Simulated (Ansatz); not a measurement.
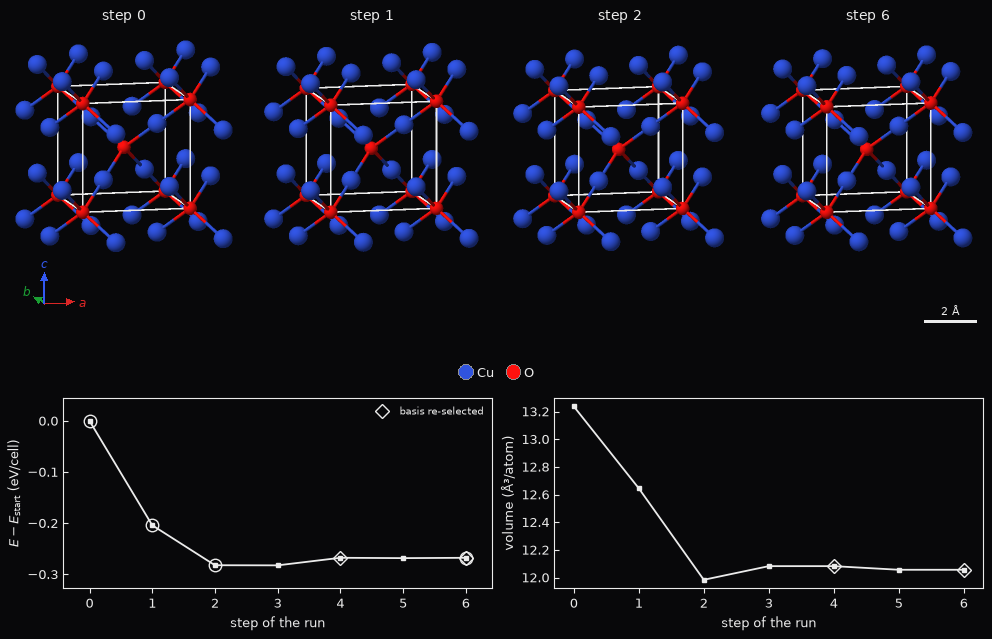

Frames of a relaxation of solid Cu2O (built on the measured structure type), marked on the history of the run. Style: ball-and-stick. Shown: the cell of the calculation, slightly off an axis.

Computed with Ansatz, DFT, LDA, plane waves, PAW.

Input
```yaml
crystal:
  lattice:
    - [4.2984527194, 0.0, 0.0]
    - [0.0, 4.2984527194, 0.0]
    - [0.0, 0.0, 4.2984527194]
  atoms:
    - { symbol: Cu, position: [0.25, 0.25, 0.25] }
    - { symbol: Cu, position: [0.25, 0.75, 0.75] }
    - { symbol: Cu, position: [0.75, 0.75, 0.25] }
    - { symbol: Cu, position: [0.75, 0.25, 0.75] }
    - { symbol: O, position: [0.0, 0.0, 0.0] }
    - { symbol: O, position: [0.5, 0.5, 0.5] }
kpoints:
  mp_grid: { grid: [6, 6, 6] }
hamiltonian:
  xc: lda
scf:
  occupations: { method: fermi_dirac, width: 0.02 }
relax:
  f_tol: 0.005
  cell: {}
```

Launched with:
```bash
ansatz run input.yaml --threads 4 --pin off --max-ram 7372MiB --backend cpu --events-out ev --progress --plain --runs-dir out
```

**Describe the path.**

The atoms keep their places relative to the cell (all moves are under 0.005 Å). The volume changes by −8.9 %, with a = b = c 4.298 → 4.167 Å (−3.1 %). Among the contacts that change: Cu1–O5 1.861 → 1.804 Å. The space group stays Pn-3m (No. 224). Over 4 accepted moves (6 points after the start) the energy falls by 0.268 eV per cell of the calculation. All forces vanish by symmetry, so only the cell relaxes. The pressure goes from −11.06 to −0.01 GPa. The SCF was repeated twice at an unchanged geometry on a basis and grid sized afresh for the cell, which shifted the energy by 14.8 meV per cell of the calculation at most. Cost: 6.6 s on 4 threads of Arm Neoverse V2, on a shared host, peak memory 0.42 GiB. From step 0 to 1: volume −4.5 %, energy −0.204 eV per cell of the calculation. From step 1 to 2: volume −5.2 %, energy −78.2 meV per cell of the calculation. From step 2 to 6: volume +0.6 %, energy +14.5 meV per cell of the calculation.

| step | E − E(0), meV/atom | pressure, GPa | volume, Å³/atom | note |
| --- | --- | --- | --- | --- |
| 0 | 0.00 | -11.06 | 13.237 |  |
| 1 | -34.01 | -6.11 | 12.645 |  |
| 2 | -47.04 | 1.24 | 11.984 |  |
| 3 | -47.08 | 0.00 | 12.082 |  |
| 4 | -44.61 | -0.33 | 12.082 | same geometry, new basis |
| 5 | -44.72 | 0.00 | 12.056 |  |
| 6 | -44.62 | -0.01 | 12.056 | same geometry, new basis |
